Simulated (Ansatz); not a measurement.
Li8Nb7O24: geometry relaxation (part 3 of 3)

Continued. System: Li8Nb7O24 (defect cell, 39 atoms in the cell). Method: DFT PBE, scalar-relativistic, plane waves, PAW, spin-polarised (Ansatz 0.2.0); cutoff 420 eV, 2×2×2 k-mesh, Gaussian smearing of 0.01 eV, collinear spins. The structure derives from a Materials Project entry. It belongs to a series of runs on one base structure; here: Nb vacancy (site b), charge +0, atoms relaxed at the host's cell, started again with a moment of 1 μB.

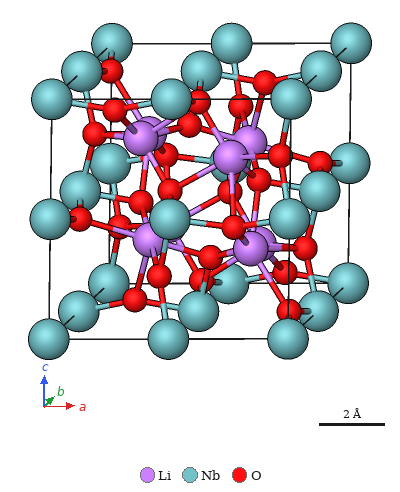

Fig. 1: The geometry at step 2 of the log (ball-and-stick view of the cell of the calculation, seen slightly off an axis).

File populations.tsv, continued
```
12	Nb	2_4D	-	1.562154	1.651685
13	Nb	0_4S	-	0.956299	0.955749
13	Nb	0_5S	-	0.215344	0.221469
13	Nb	1_4P	-	2.991080	2.980464
13	Nb	2_4D	-	1.562154	1.651685
14	Nb	0_4S	-	0.968199	0.967918
14	Nb	0_5S	-	0.211306	0.215591
14	Nb	1_4P	-	2.990068	2.988611
14	Nb	2_4D	-	1.499704	1.581753
15	O	0_2S	-	0.904374	0.900976
15	O	1_2P	-	2.647592	2.199556
16	O	0_2S	-	0.879463	0.877117
16	O	1_2P	-	2.519075	2.315014
17	O	0_2S	-	0.874277	0.872679
17	O	1_2P	-	2.535655	2.386489
18	O	0_2S	-	0.876815	0.875560
18	O	1_2P	-	2.502552	2.376965
19	O	0_2S	-	0.904374	0.900976
19	O	1_2P	-	2.647592	2.199556
20	O	0_2S	-	0.876815	0.875560
20	O	1_2P	-	2.502552	2.376965
21	O	0_2S	-	0.879463	0.877117
21	O	1_2P	-	2.519075	2.315014
22	O	0_2S	-	0.874277	0.872679
22	O	1_2P	-	2.535655	2.386489
23	O	0_2S	-	0.904374	0.900976
23	O	1_2P	-	2.647592	2.199556
24	O	0_2S	-	0.879463	0.877117
24	O	1_2P	-	2.519075	2.315014
25	O	0_2S	-	0.874277	0.872679
25	O	1_2P	-	2.535655	2.386489
26	O	0_2S	-	0.876815	0.875560
26	O	1_2P	-	2.502552	2.376965
27	O	0_2S	-	0.904374	0.900976
27	O	1_2P	-	2.647592	2.199556
28	O	0_2S	-	0.874277	0.872679
28	O	1_2P	-	2.535655	2.386489
29	O	0_2S	-	0.876815	0.875560
29	O	1_2P	-	2.502552	2.376965
30	O	0_2S	-	0.879463	0.877117
30	O	1_2P	-	2.519075	2.315014
31	O	0_2S	-	0.904374	0.900976
31	O	1_2P	-	2.647592	2.199556
32	O	0_2S	-	0.876815	0.875560
32	O	1_2P	-	2.502552	2.376965
33	O	0_2S	-	0.879463	0.877117
33	O	1_2P	-	2.519075	2.315014
34	O	0_2S	-	0.874277	0.872679
34	O	1_2P	-	2.535655	2.386489
35	O	0_2S	-	0.904374	0.900976
35	O	1_2P	-	2.647592	2.199556
36	O	0_2S	-	0.874277	0.872679
36	O	1_2P	-	2.535655	2.386489
37	O	0_2S	-	0.876815	0.875560
37	O	1_2P	-	2.502552	2.376965
38	O	0_2S	-	0.879463	0.877117
38	O	1_2P	-	2.519075	2.315014
```

Trajectory as extended XYZ (Å, eV, eV/Å), 2 frames, from step=1 to step=2
```
39
Lattice="-5.2230 -3.0155 4.5983 5.2230 -3.0155 4.5983 0.0000 6.0310 4.5983" Properties=species:S:1:pos:R:3:forces:R:3 step=1 energy=-47147.69185
Li    0.0000    0.0000    4.6373    0.0000   0.0000  -0.0107
Li   -0.0497   -2.7914    7.4910   -0.0093   0.0041   0.0081
Li   -2.3926    1.4388    7.4910    0.0082   0.0060   0.0081
Li    2.4423    1.3527    7.4910    0.0011  -0.0101   0.0081
Li    0.0000    0.0000    9.1575    0.0000   0.0000   0.0107
Li    0.0497    2.7914    6.3038    0.0093  -0.0041  -0.0081
Li    2.3926   -1.4388    6.3038   -0.0082  -0.0060  -0.0081
Li   -2.4423   -1.3527    6.3038   -0.0011   0.0101  -0.0081
Nb    0.0000    3.0155    2.2991    0.0000   0.0000   0.0000
Nb    2.6115   -1.5078    2.2991    0.0000   0.0000   0.0000
Nb   -2.6115   -1.5078    2.2991    0.0000   0.0000   0.0000
Nb    2.6115    1.5078    4.5983    0.0000   0.0000   0.0000
Nb   -2.6115    1.5078    4.5983    0.0000   0.0000   0.0000
Nb    0.0000   -3.0155    4.5983    0.0000   0.0000   0.0000
Nb    0.0000    0.0000    0.0000    0.0000   0.0000   0.0000
O    -0.6411   -1.5860    5.7055   -0.0166   0.0030   0.0006
O     4.6234   -1.5027    5.7382    0.0117   0.0104   0.0141
O     1.9801    2.9610    5.8380    0.0029  -0.0104   0.0074
O     1.9935    0.0260   10.3364   -0.0019  -0.0095   0.0083
O    -1.0530    1.3482    5.7055    0.0109   0.0128   0.0006
O    -0.9742   -1.7394   10.3364   -0.0072   0.0064   0.0083
O    -3.6131   -3.2527    5.7382    0.0031  -0.0154   0.0141
O     1.5743   -3.1953    5.8380   -0.0105   0.0027   0.0074
O     0.6411    1.5860    8.0893    0.0166  -0.0030  -0.0006
O    -4.6234    1.5027    8.0567   -0.0117  -0.0104  -0.0141
O    -1.9801   -2.9610    7.9568   -0.0029   0.0104  -0.0074
O    -1.9935   -0.0260    3.4585    0.0019   0.0095  -0.0083
O    -1.6940   -0.2378    8.0893   -0.0057   0.0159  -0.0006
O     3.5544   -0.2343    7.9568   -0.0076  -0.0077  -0.0074
O     1.0193   -1.7134    3.4585   -0.0091  -0.0031  -0.0083
O     1.0104   -4.7554    8.0567    0.0149  -0.0050  -0.0141
O     1.0530   -1.3482    8.0893   -0.0109  -0.0128  -0.0006
O     0.9742    1.7394    3.4585    0.0072  -0.0064  -0.0083
O     3.6131    3.2527    8.0567   -0.0031   0.0154  -0.0141
O    -1.5743    3.1953    7.9568    0.0105  -0.0027  -0.0074
O     1.6940    0.2378    5.7055    0.0057  -0.0159   0.0006
O    -3.5544    0.2343    5.8380    0.0076   0.0077   0.0074
O    -1.0193    1.7134   10.3364    0.0091   0.0031   0.0083
O    -1.0104    4.7554    5.7382   -0.0149   0.0050   0.0141
39
Lattice="-5.2230 -3.0155 4.5983 5.2230 -3.0155 4.5983 0.0000 6.0310 4.5983" Properties=species:S:1:pos:R:3:forces:R:3 step=2 energy=-47147.69185
Li    0.0000    0.0000    4.6373    0.0000   0.0000  -0.0105
Li   -0.0497   -2.7914    7.4910   -0.0093   0.0042   0.0082
Li   -2.3926    1.4388    7.4910    0.0083   0.0060   0.0082
Li    2.4423    1.3527    7.4910    0.0010  -0.0102   0.0082
Li    0.0000    0.0000    9.1575    0.0000   0.0000   0.0105
Li    0.0497    2.7914    6.3038    0.0093  -0.0042  -0.0082
Li    2.3926   -1.4388    6.3038   -0.0083  -0.0060  -0.0082
Li   -2.4423   -1.3527    6.3038   -0.0010   0.0102  -0.0082
Nb    0.0000    3.0155    2.2991    0.0000   0.0000   0.0000
Nb    2.6115   -1.5078    2.2991    0.0000   0.0000   0.0000
Nb   -2.6115   -1.5078    2.2991    0.0000   0.0000   0.0000
Nb    2.6115    1.5078    4.5983    0.0000   0.0000   0.0000
Nb   -2.6115    1.5078    4.5983    0.0000   0.0000   0.0000
Nb    0.0000   -3.0155    4.5983    0.0000   0.0000   0.0000
Nb    0.0000    0.0000    0.0000    0.0000   0.0000   0.0000
O    -0.6411   -1.5860    5.7055   -0.0166   0.0030   0.0006
O     4.6234   -1.5027    5.7382    0.0117   0.0103   0.0141
O     1.9801    2.9610    5.8380    0.0029  -0.0104   0.0073
O     1.9935    0.0260   10.3364   -0.0020  -0.0095   0.0083
O    -1.0530    1.3482    5.7055    0.0109   0.0129   0.0006
O    -0.9742   -1.7394   10.3364   -0.0072   0.0064   0.0083
O    -3.6131   -3.2527    5.7382    0.0031  -0.0153   0.0141
O     1.5743   -3.1953    5.8380   -0.0105   0.0027   0.0073
O     0.6411    1.5860    8.0893    0.0166  -0.0030  -0.0006
O    -4.6234    1.5027    8.0567   -0.0117  -0.0103  -0.0141
O    -1.9801   -2.9610    7.9568   -0.0029   0.0104  -0.0073
O    -1.9935   -0.0260    3.4585    0.0020   0.0095  -0.0083
O    -1.6940   -0.2378    8.0893   -0.0057   0.0159  -0.0006
O     3.5544   -0.2343    7.9568   -0.0076  -0.0077  -0.0073
O     1.0193   -1.7134    3.4585   -0.0092  -0.0030  -0.0083
O     1.0104   -4.7554    8.0567    0.0148  -0.0050  -0.0141
O     1.0530   -1.3482    8.0893   -0.0109  -0.0129  -0.0006
O     0.9742    1.7394    3.4585    0.0072  -0.0064  -0.0083
O     3.6131    3.2527    8.0567   -0.0031   0.0153  -0.0141
O    -1.5743    3.1953    7.9568    0.0105  -0.0027  -0.0073
O     1.6940    0.2378    5.7055    0.0057  -0.0159   0.0006
O    -3.5544    0.2343    5.8380    0.0076   0.0077   0.0073
O    -1.0193    1.7134   10.3364    0.0092   0.0030   0.0083
O    -1.0104    4.7554    5.7382   -0.0148   0.0050   0.0141
```

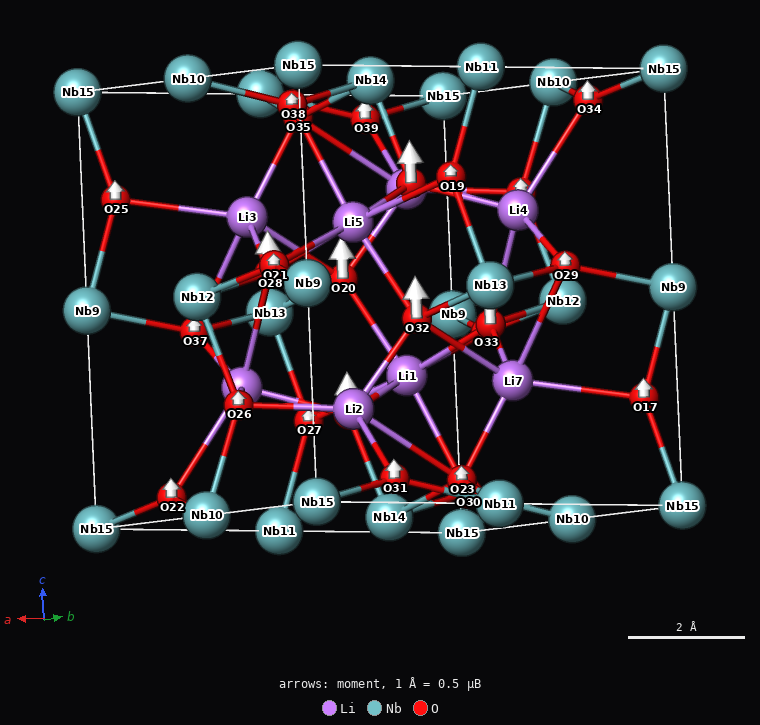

Fig. 2: Magnetic moments of the sites as white arrows (ball-and-stick view of the cell of the calculation, seen at an oblique angle; atoms are numbered from 1 in the order of the input); small moments hardly show. The run is collinear, so the axis drawn is arbitrary. Site moments: O16, O20, O24, O28, O32, O36 (0.38 μB); O17, O22, O25, O31, O34, O39 (0.18 μB); O18, O23, O26, O29, O35, O37 (0.13 μB); O19, O21, O27, O30, O33, O38 (0.11 μB). They are counted near the atoms and needn't add up to the moment of the cell.

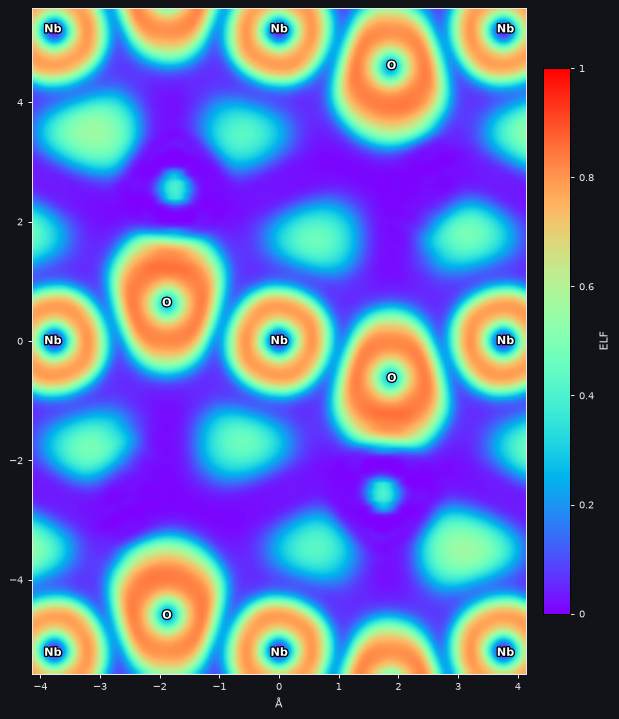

Fig. 3: ELF on the (110) plane of the calculation cell. Nb–O (1.98 Å): the ELF peaks at about 0.80 in the valence shell of O, 0.6 Å from its nucleus, and drops to about 0.25 between the two atoms. The strong features right at Nb lie inside the PAW spheres (semicore, d or f shells) and say nothing about bonding. In a PAW calculation such maps are meaningful between the atoms, not at the nuclei.

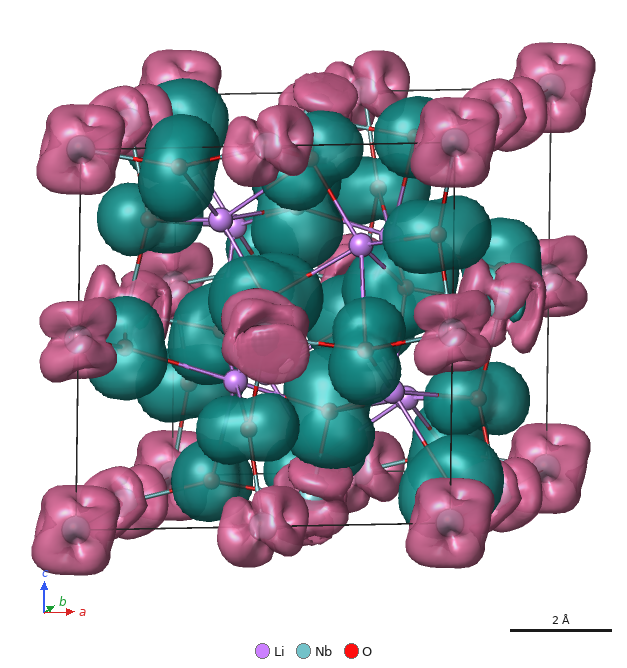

Fig. 4: Isosurfaces of the spin density (up minus down) at +0.008 (teal) and −0.008 e/Å³ (pink), seen slightly off an axis. Sticks mark near contacts. The outline is the calculation cell. The cell of the calculation (39 atoms) carries 5.0 μB net.

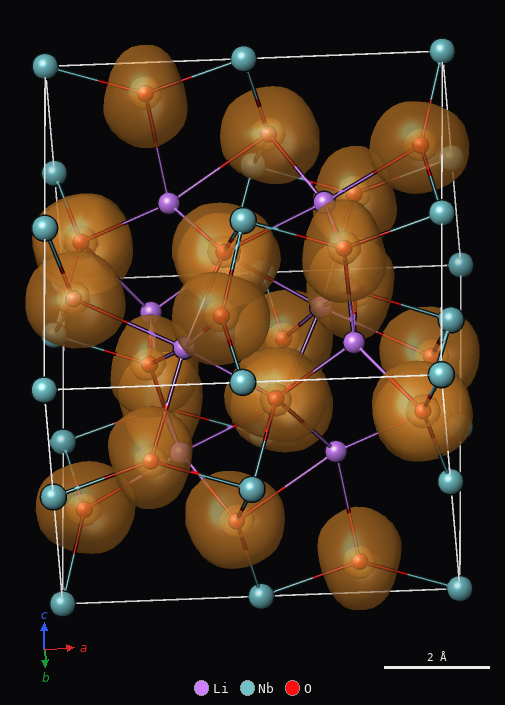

Fig. 5: Isosurface of the electron localisation function at 0.65 (orange), seen at an oblique angle. Only the valence region is drawn (cores and ρ < 0.01 e/Å³ removed). Sticks mark near contacts. The outline is the calculation cell. Profiles from the grid: Li–O (1.91 Å): the ELF is about 0.60 at the midpoint. Nb–O (1.92 Å): the ELF peaks at about 0.75 in the valence shell of O, 0.6 Å from its nucleus, and drops to about 0.25 between the two atoms.

Key numbers

```tsv
quantity	value
outcome	converged
electrons treated	259
free energy	−47147.6919 eV
Fermi energy	6.050 eV
gap on the k-point mesh	0.08 eV
net moment of the cell	5.00 μB
integrated absolute moment	5.86 μB
final volume	434.54 Å³
largest force (length of the vector) at the end	0.021 eV/Å
wall time	12 s (CPU time 44 s)
peak memory	1.7 GiB
```
